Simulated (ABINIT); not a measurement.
G0W0 calculation, with input and output: CO2 (part 3 of 3)

The same run, continued: CO2 (6 atoms in the cell); Kohn-Sham DFT of a periodic cell, PBEsol, PseudoDojo NC SR PBEsol v0.4.1 standard, G0W0, no spin polarisation (ABINIT 10.8.3); cutoff 1142.88 eV, 4×4×4 k-mesh, fixed occupations. The structure derives from a Materials Project entry.

Geometry of the input (Å; fractional positions):
```
-1.9593  1.9593  2.9671
1.9593  -1.9593  2.9671
1.9593  1.9593  -2.9671
O  0.8750  0.9579  0.5829
O  0.3750  0.2921  0.4171
O  0.0421  0.6250  0.9171
O  0.7079  0.1250  0.0829
C  0.0000  0.0000  0.0000
C  0.7500  0.2500  0.5000
```

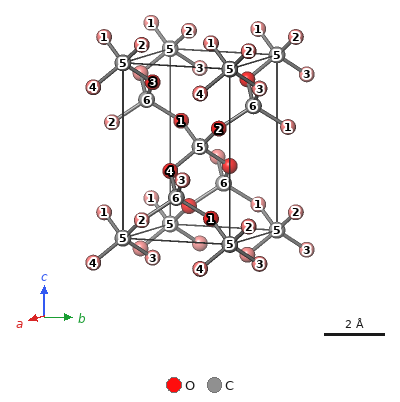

Fig. 1: The structure as given in the input (ball-and-stick view of the cell 2 times as large as that of the calculation, set on its symmetry axes, seen slightly off an axis; neighbours outside the cell are drawn fainter; atoms are numbered from 1 in the order of the input). An atom can appear more than once, as a periodic image.

The program's output, continued:
```
 cartesian coordinates (angstrom) at end:
    1      1.30430047836520     0.97964407932959     3.70889244751439
    2      0.65498768029397     0.97964407932959     0.74177848950288
    3      2.93893223798877     0.65498768029397    -0.74177848950288
    4     -0.97964407932959     1.30430047836521     2.22533546850863
    5      0.00000000000000     0.00000000000000     0.00000000000000
    6      0.00000000000000     1.95928815865918     1.48355697900576
 length scales=  1.000000000000  1.000000000000  1.000000000000 bohr
              =  0.529177210544  0.529177210544  0.529177210544 angstroms
 Eigenvalues (hartree) for nkpt=  13  k points:
 kpt#   1, nband=162, wtk=  0.01563, kpt=  0.0000  0.0000  0.0000 (reduced coord)
  -0.80125   -0.60834   -0.60834   -0.58208   -0.45302   -0.27599   -0.27599   -0.22722
  -0.08173   -0.04864   -0.00548    0.04047    0.04047    0.05394    0.05394    0.07088
   0.36797    0.43510    0.43510    0.43544    0.54240    0.55638    0.58190    0.64664
   0.64664    0.73685    0.73933    0.80822    0.81300    0.81300    0.89668    1.01618
   1.02804    1.02804    1.16785    1.17517    1.25678    1.26480    1.26480    1.32609
   1.32609    1.40003    1.51590    1.51590    1.53067    1.56073    1.56429    1.59490
   1.59490    1.60426    1.64616    1.68795    1.68795    1.75354    1.76228    1.83658
   1.87595    1.87595    1.90523    1.92006    1.92006    1.92303    1.97829    2.02775
   2.06117    2.08089    2.08089    2.20009    2.26139    2.27259    2.29231    2.32925
   2.32925    2.42575    2.46810    2.46810    2.53144    2.58356    2.58356    2.60424
   2.62960    2.62960    2.63896    2.71972    2.71972    2.72715    2.76667    2.76667
   2.77490    2.91528    2.91528    2.93185    2.93634    2.94681    2.99786    2.99786
   2.99943    3.00537    3.00724    3.03219    3.03654    3.09163    3.09163    3.12339
   3.12577    3.21452    3.21452    3.25810    3.29637    3.29637    3.32205    3.33238
   3.33561    3.34321    3.34321    3.34892    3.38180    3.42587    3.44042    3.44042
   3.46361    3.46361    3.50630    3.55548    3.59099    3.59099    3.59958    3.64848
   3.66415    3.68419    3.68419    3.76584    3.77063    3.80095    3.80095    3.81416
   3.83134    3.83134    3.89337    3.91763    3.94477    3.95013    3.95607    3.95607
   3.97231    3.99327    3.99630    4.02424    4.02424    4.11300    4.11300    4.18828
   4.18828    4.19916    4.24567    4.24567    4.26775    4.28863    4.30902    4.33774
   4.34430    4.35994
 prteigrs : prtvol=0 or 1, do not print more k-points.

================================================================================
== DATASET  3 ==================================================================

--- !DatasetInfo
iteration_state: {dtset: 3, }
dimensions: {natom: 6, nkpt: 13, mband: 148, nsppol: 1, nspinor: 1, nspden: 1, mpw: 1868, }
cutoff_energies: {ecut:  25.0, pawecutdg:  -1.0, }
electrons: {nelect:   3.20000000E+01, charge:   0.00000000E+00, occopt:   1.00000000E+00, tsmear:   1.00000000E-02, }
meta: {optdriver: 3, gwcalctyp: 0, }
...

 mkfilename : getwfk/=0, take file _WFK from output of DATASET   2.

 SCREENING: Calculation of the susceptibility and dielectric matrices

 Based on a program developped by R.W. Godby, V. Olevano, G. Onida, and L. Reining.
 Incorporated in ABINIT by V. Olevano, G.-M. Rignanese, and M. Torrent.

 Real(R)+Recip(G) space primitive vectors, cartesian coordinates (Bohr,Bohr^-1):
 R(1)= -3.7025180  3.7025180  5.6070328  G(1)=  0.0000000  0.1350432  0.0891737
 R(2)=  3.7025180 -3.7025180  5.6070328  G(2)=  0.1350432  0.0000000  0.0891737
 R(3)=  3.7025180  3.7025180 -5.6070328  G(3)=  0.1350432  0.1350432  0.0000000
 Unit cell volume ucvol=  3.0745917E+02 bohr^3
 Angles (23,13,12)=  1.22287244E+02  1.22287244E+02  8.60820240E+01 degrees

--- Pseudopotential description ------------------------------------------------
- pspini: atom type   1  psp file is ./O.upf
   8.00000   6.00000  180301                  znucl, zion, pspdat
12 -116133 2 -1 936                           pspcod,pspxc,lmax,lloc,mmax
     nproj     2     2     1

- pspini: atom type   2  psp file is ./C.upf
   6.00000   4.00000  180301                  znucl, zion, pspdat
12 -116133 1 -1 1248                          pspcod,pspxc,lmax,lloc,mmax
     nproj     2     2     0

--------------------------------------------------------------------------------

 ==== K-mesh for the wavefunctions ====
 Number of points in the irreducible wedge :    13
 Reduced coordinates and weights :

     1)     0.00000000E+00  0.00000000E+00  0.00000000E+00       0.01563
     2)     2.50000000E-01  0.00000000E+00  0.00000000E+00       0.12500
     3)     5.00000000E-01  0.00000000E+00  0.00000000E+00       0.06250
     4)     2.50000000E-01  2.50000000E-01  0.00000000E+00       0.12500
   [... 9 further points ...]

 Together with  8 symmetry operations and time-reversal symmetry
 yields    64 points in the full Brillouin Zone.

 ==== Q-mesh for the screening function ====
 Number of points in the irreducible wedge :    13
 Reduced coordinates and weights :

     1)     0.00000000E+00  0.00000000E+00  0.00000000E+00       0.01563
     2)     2.50000000E-01  0.00000000E+00  0.00000000E+00       0.12500
     3)     5.00000000E-01  0.00000000E+00  0.00000000E+00       0.06250
     4)     2.50000000E-01  2.50000000E-01  0.00000000E+00       0.12500
   [... 9 further points ...]

 Together with  8 symmetry operations and time-reversal symmetry
 yields    64 points in the full Brillouin Zone.

 setmesh: FFT mesh size selected  =    60x   60x   60
          total number of points  =       216000

 vcoul_init : cutoff-mode = AUXILIARY_FUNCTION
 q-points for optical limit:   1
     1)      0.000010    0.000020    0.000030

 Number of electrons calculated from density =   31.9958; Expected =   32.0000
 average of density, n =  0.104065
 r_s =    1.3189
 omega_plasma =   31.1177 [eV]

 calculating chi0 at frequencies [eV] :
  1    0.000000E+00    0.000000E+00
  2    0.000000E+00    3.111774E+01

--------------------------------------------------------------------------------
  q-point number  1        q = ( 0.000000, 0.000000, 0.000000) [r.l.u.]
--------------------------------------------------------------------------------
 For q-point:  0.000010 0.000020 0.000030
  dielectric constant =   3.0822
  dielectric constant without local fields =   3.4483

  Average fulfillment of the sum rule on Im[epsilon] for q-point    1 :     99.66  [%]
--------------------------------------------------------------------------------
  q-point number  2        q = ( 0.250000, 0.000000, 0.000000) [r.l.u.]
--------------------------------------------------------------------------------
  Average fulfillment of the sum rule on Im[epsilon] for q-point    2 :    103.44  [%]

--------------------------------------------------------------------------------
  q-point number  3        q = ( 0.500000, 0.000000, 0.000000) [r.l.u.]
--------------------------------------------------------------------------------
  Average fulfillment of the sum rule on Im[epsilon] for q-point    3 :    100.58  [%]

--------------------------------------------------------------------------------
  q-point number  4        q = ( 0.250000, 0.250000, 0.000000) [r.l.u.]
--------------------------------------------------------------------------------
  Average fulfillment of the sum rule on Im[epsilon] for q-point    4 :    100.80  [%]

--------------------------------------------------------------------------------
  q-point number  5        q = ( 0.500000, 0.250000, 0.000000) [r.l.u.]
--------------------------------------------------------------------------------
  Average fulfillment of the sum rule on Im[epsilon] for q-point    5 :    100.48  [%]

--------------------------------------------------------------------------------
  q-point number  6        q = (-0.250000, 0.250000, 0.000000) [r.l.u.]
--------------------------------------------------------------------------------
  Average fulfillment of the sum rule on Im[epsilon] for q-point    6 :    102.12  [%]

--------------------------------------------------------------------------------
  q-point number  7        q = ( 0.500000, 0.500000, 0.000000) [r.l.u.]
--------------------------------------------------------------------------------
  Average fulfillment of the sum rule on Im[epsilon] for q-point    7 :    100.34  [%]

--------------------------------------------------------------------------------
  q-point number  8        q = ( 0.250000, 0.250000, 0.250000) [r.l.u.]
--------------------------------------------------------------------------------
  Average fulfillment of the sum rule on Im[epsilon] for q-point    8 :    100.30  [%]

--------------------------------------------------------------------------------
  q-point number  9        q = (-0.250000, 0.250000, 0.250000) [r.l.u.]
--------------------------------------------------------------------------------
  Average fulfillment of the sum rule on Im[epsilon] for q-point    9 :    100.73  [%]

--------------------------------------------------------------------------------
  q-point number 10        q = ( 0.500000, 0.500000, 0.250000) [r.l.u.]
--------------------------------------------------------------------------------
  Average fulfillment of the sum rule on Im[epsilon] for q-point   10 :    100.40  [%]

--------------------------------------------------------------------------------
  q-point number 11        q = (-0.250000, 0.500000, 0.250000) [r.l.u.]
--------------------------------------------------------------------------------
  Average fulfillment of the sum rule on Im[epsilon] for q-point   11 :    100.58  [%]

--------------------------------------------------------------------------------
  q-point number 12        q = (-0.250000,-0.250000, 0.250000) [r.l.u.]
--------------------------------------------------------------------------------
  Average fulfillment of the sum rule on Im[epsilon] for q-point   12 :    102.68  [%]

--------------------------------------------------------------------------------
  q-point number 13        q = ( 0.500000, 0.500000, 0.500000) [r.l.u.]
--------------------------------------------------------------------------------
  Average fulfillment of the sum rule on Im[epsilon] for q-point   13 :    100.55  [%]

================================================================================
== DATASET  4 ==================================================================

--- !DatasetInfo
iteration_state: {dtset: 4, }
dimensions: {natom: 6, nkpt: 13, mband: 148, nsppol: 1, nspinor: 1, nspden: 1, mpw: 4020, }
cutoff_energies: {ecut:  42.0, pawecutdg:  -1.0, }
electrons: {nelect:   3.20000000E+01, charge:   0.00000000E+00, occopt:   1.00000000E+00, tsmear:   1.00000000E-02, }
meta: {optdriver: 4, gwcalctyp: 0, }
...

 mkfilename : getwfk/=0, take file _WFK from output of DATASET   2.

 mkfilename : getscr/=0, take file _SCR from output of DATASET   3.

 SIGMA: Calculation of the GW corrections

 Based on a program developped by R.W. Godby, V. Olevano, G. Onida, and L. Reining.
 Incorporated in ABINIT by V. Olevano, G.-M. Rignanese, and M. Torrent.

 Real(R)+Recip(G) space primitive vectors, cartesian coordinates (Bohr,Bohr^-1):
 R(1)= -3.7025180  3.7025180  5.6070328  G(1)=  0.0000000  0.1350432  0.0891737
 R(2)=  3.7025180 -3.7025180  5.6070328  G(2)=  0.1350432  0.0000000  0.0891737
 R(3)=  3.7025180  3.7025180 -5.6070328  G(3)=  0.1350432  0.1350432  0.0000000
 Unit cell volume ucvol=  3.0745917E+02 bohr^3
 Angles (23,13,12)=  1.22287244E+02  1.22287244E+02  8.60820240E+01 degrees

--- Pseudopotential description ------------------------------------------------
- pspini: atom type   1  psp file is ./O.upf
   8.00000   6.00000  180301                  znucl, zion, pspdat
12 -116133 2 -1 936                           pspcod,pspxc,lmax,lloc,mmax
     nproj     2     2     1

- pspini: atom type   2  psp file is ./C.upf
   6.00000   4.00000  180301                  znucl, zion, pspdat
12 -116133 1 -1 1248                          pspcod,pspxc,lmax,lloc,mmax
     nproj     2     2     0

--------------------------------------------------------------------------------

 ==== K-mesh for the wavefunctions ====
 Number of points in the irreducible wedge :    13
 Reduced coordinates and weights :

     1)     0.00000000E+00  0.00000000E+00  0.00000000E+00       0.01563
     2)     2.50000000E-01  0.00000000E+00  0.00000000E+00       0.12500
     3)     5.00000000E-01  0.00000000E+00  0.00000000E+00       0.06250
     4)     2.50000000E-01  2.50000000E-01  0.00000000E+00       0.12500
   [... 9 further points ...]

 Together with  8 symmetry operations and time-reversal symmetry
 yields    64 points in the full Brillouin Zone.

 ==== Q-mesh for screening function ====
 Number of points in the irreducible wedge :    13
 Reduced coordinates and weights :

     1)     0.00000000E+00  0.00000000E+00  0.00000000E+00       0.01563
     2)     2.50000000E-01  0.00000000E+00  0.00000000E+00       0.12500
     3)     5.00000000E-01  0.00000000E+00  0.00000000E+00       0.06250
     4)     2.50000000E-01  2.50000000E-01  0.00000000E+00       0.12500
   [... 9 further points ...]

 Together with  8 symmetry operations and time-reversal symmetry
 yields    64 points in the full Brillouin Zone.

 vcoul_init : cutoff-mode = AUXILIARY_FUNCTION
 q-points for optical limit:   1
     1)      0.000010    0.000020    0.000030
 setmesh: FFT mesh size selected  =    72x   72x   72
          total number of points  =       373248

 Number of electrons calculated from density =   32.0000; Expected =   32.0000
 average of density, n =  0.104079
 r_s =    1.3188
 omega_plasma =   31.1198 [eV]

 === KS Band Gaps ===
  >>>> For spin  1
   Minimum direct gap =   8.0843 [eV], located at k-point      :   0.0000  0.0000  0.0000
   Fundamental gap    =   7.6379 [eV], Top of valence bands at :   0.5000  0.0000  0.0000
                                       Bottom of conduction at :   0.0000  0.0000  0.0000
 SIGMA fundamental parameters:
 PLASMON POLE MODEL  1
 number of plane-waves for SigmaX                 3969
 number of plane-waves for SigmaC and W            379
 number of plane-waves for wavefunctions          3969
 number of bands                                   148
 number of independent spin polarizations            1
 number of spinorial components                      1
 number of k-points in IBZ                          13
 number of q-points in IBZ                          13
 number of symmetry operations                       8
 number of k-points in BZ                           64
 number of q-points in BZ                           64
 number of frequencies for dSigma/dE                 9
 frequency step for dSigma/dE [eV]                0.25
 number of omega for Sigma on real axis              0
 max omega for Sigma on real axis  [eV]           0.00
 zcut for avoiding poles [eV]                     0.10

 EPSILON^-1 parameters (SCR file):
 dimension of the eps^-1 matrix on file            379
 dimension of the eps^-1 matrix used               379
 number of plane-waves for wavefunctions          1841
 number of bands                                   148
 number of q-points in IBZ                          13
 number of frequencies                               2
 number of real frequencies                          1
 number of imag frequencies                          1

 matrix elements of self-energy operator (all in [eV])

 Perturbative Calculation

--- !SelfEnergy_ee
iteration_state: {dtset: 4, }
kpoint     : [   0.500,    0.000,    0.000, ]
spin       : 1
KS_gap     :    8.380
QP_gap     :   11.664
Delta_QP_KS:    3.284
data: !SigmaeeData |
     Band     E0 <VxcDFT>   SigX SigC(E0)      Z dSigC/dE  Sig(E)    E-E0       E
       16   2.375 -20.918 -26.926   3.901   0.819  -0.221 -22.643  -1.725   0.650
       17  10.755 -16.848  -9.743  -5.248   0.839  -0.192 -15.290   1.558  12.314
...

--- !SelfEnergy_ee
iteration_state: {dtset: 4, }
kpoint     : [   0.000,    0.000,    0.000, ]
spin       : 1
KS_gap     :    8.084
QP_gap     :   11.046
Delta_QP_KS:    2.962
data: !SigmaeeData |
     Band     E0 <VxcDFT>   SigX SigC(E0)      Z dSigC/dE  Sig(E)    E-E0       E
       16   1.929 -20.950 -26.409   3.533   0.822  -0.217 -22.533  -1.583   0.346
       17  10.013 -15.094  -8.724  -4.749   0.850  -0.176 -13.715   1.379  11.392
...

== END DATASET(S) ==============================================================
================================================================================

 -outvars: echo values of variables after computation  --------
            acell      1.0000000000E+00  1.0000000000E+00  1.0000000000E+00 Bohr
           etotal1    -7.7845151876E+01
           etotal3     0.0000000000E+00
           etotal4     0.0000000000E+00
            fcart1     2.2555057830E-06 -2.6618266018E-22  2.0203493943E-23
                      -2.2555057830E-06  5.4424277919E-23  2.0257693937E-23
                       1.6295443547E-23 -2.2555057830E-06 -2.6350985774E-23
                       1.3621887579E-22  2.2555057830E-06  6.1201036983E-24
                      -3.8126725356E-23  7.9997172956E-28 -1.0115152902E-23
                      -3.8129779793E-23 -5.0907291881E-28 -1.0115152902E-23
            fcart3     0.0000000000E+00  0.0000000000E+00  0.0000000000E+00
                       0.0000000000E+00  0.0000000000E+00  0.0000000000E+00
                       0.0000000000E+00  0.0000000000E+00  0.0000000000E+00
                       0.0000000000E+00  0.0000000000E+00  0.0000000000E+00
                       0.0000000000E+00  0.0000000000E+00  0.0000000000E+00
                       0.0000000000E+00  0.0000000000E+00  0.0000000000E+00
            fcart4     0.0000000000E+00  0.0000000000E+00  0.0000000000E+00
                       0.0000000000E+00  0.0000000000E+00  0.0000000000E+00
                       0.0000000000E+00  0.0000000000E+00  0.0000000000E+00
                       0.0000000000E+00  0.0000000000E+00  0.0000000000E+00
                       0.0000000000E+00  0.0000000000E+00  0.0000000000E+00
                       0.0000000000E+00  0.0000000000E+00  0.0000000000E+00
            rprim     -3.7025180216E+00  3.7025180216E+00  5.6070327650E+00
                       3.7025180216E+00 -3.7025180216E+00  5.6070327650E+00
                       3.7025180216E+00  3.7025180216E+00 -5.6070327650E+00
           strten1    -1.6678183026E-07 -1.6678183026E-07 -3.4251522272E-07
                       0.0000000000E+00  0.0000000000E+00  0.0000000000E+00
           strten3     0.0000000000E+00  0.0000000000E+00  0.0000000000E+00
                       0.0000000000E+00  0.0000000000E+00  0.0000000000E+00
           strten4     0.0000000000E+00  0.0000000000E+00  0.0000000000E+00
                       0.0000000000E+00  0.0000000000E+00  0.0000000000E+00
           xangst      1.3043004784E+00  9.7964407933E-01  3.7088924475E+00
                       6.5498768029E-01  9.7964407933E-01  7.4177848950E-01
                       2.9389322380E+00  6.5498768029E-01 -7.4177848950E-01
                      -9.7964407933E-01  1.3043004784E+00  2.2253354685E+00
                       0.0000000000E+00  0.0000000000E+00  0.0000000000E+00
                       0.0000000000E+00  1.9592881587E+00  1.4835569790E+00
             xred      8.7500000000E-01  9.5785060000E-01  5.8285060000E-01
                       3.7500000000E-01  2.9214940000E-01  4.1714940000E-01
                       4.2149400000E-02  6.2500000000E-01  9.1714940000E-01
                       7.0785060000E-01  1.2500000000E-01  8.2850600000E-02
                       0.0000000000E+00  0.0000000000E+00  0.0000000000E+00
                       7.5000000000E-01  2.5000000000E-01  5.0000000000E-01
 Calculation completed.
```
